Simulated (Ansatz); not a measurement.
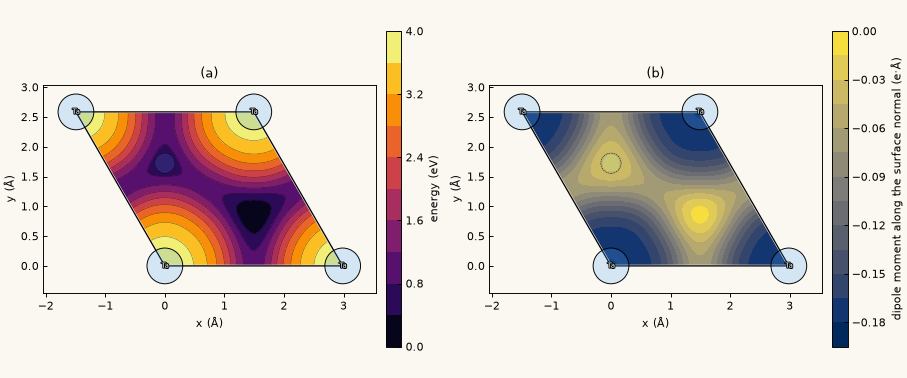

N on a Ta(111) slab cut from the Fm-3m phase, its upper half relaxed before the scan (12 atoms of substrate and one adsorbate in a 2 × 2 cell). N is moved over the surface cell; relaxed at each place: the height of the adsorbate's atoms; substrate rigid; the origin of the map has the adsorbate above Ta9. Places are given modulo a cell vector. The map is drawn in real space over the plane of the surface. The grid has 6 × 6 points; 10 points were computed and 26 follow by symmetry. Places are given in fractions of the 1 × 1 surface cell. Energies are in eV, from the lowest grid point. Method: DFT PBE, scalar-relativistic, plane waves, PAW in Ansatz. Settings: cutoff 420 eV, k-mesh 6×6×1, gaussian smearing 0.1 eV, no spin polarisation.

Panel (a) is the energy and panel (b) the computed dipole moment along the surface normal on the same grid.

The picture shows filled contours, labelled circles for the atoms of the top layer and small ones for the second layer, the outline of one cell of the plane. Between grid points the surface is interpolated.

How does the dipole moment along the surface normal vary over the map, and what is it at the lowest grid point?

It runs from −0.18 e·Å at the top site over a surface Ta atom, (0/6, 0/6) of the cell vectors to −0.01 e·Å at a threefold hollow over a third-layer Ta atom, (4/6, 2/6) of the cell vectors. At the lowest grid point, a threefold hollow over a third-layer Ta atom, (4/6, 2/6) of the cell vectors, it is −0.01 e·Å.

```
second ↓, first →    0/6    1/6    2/6    3/6    4/6    5/6
              5/6  −0.17  −0.15  −0.07  −0.07  −0.15  −0.17
              4/6  −0.13  −0.07  −0.03  −0.07  −0.13  −0.15
              3/6  −0.06  −0.07  −0.07  −0.06  −0.06  −0.06
              2/6  −0.13  −0.15  −0.13  −0.06  −0.01  −0.06
              1/6  −0.17  −0.17  −0.15  −0.06  −0.06  −0.15
              0/6  −0.18  −0.17  −0.13  −0.06  −0.13  −0.17
```

PAW datasets: the set soft_1.
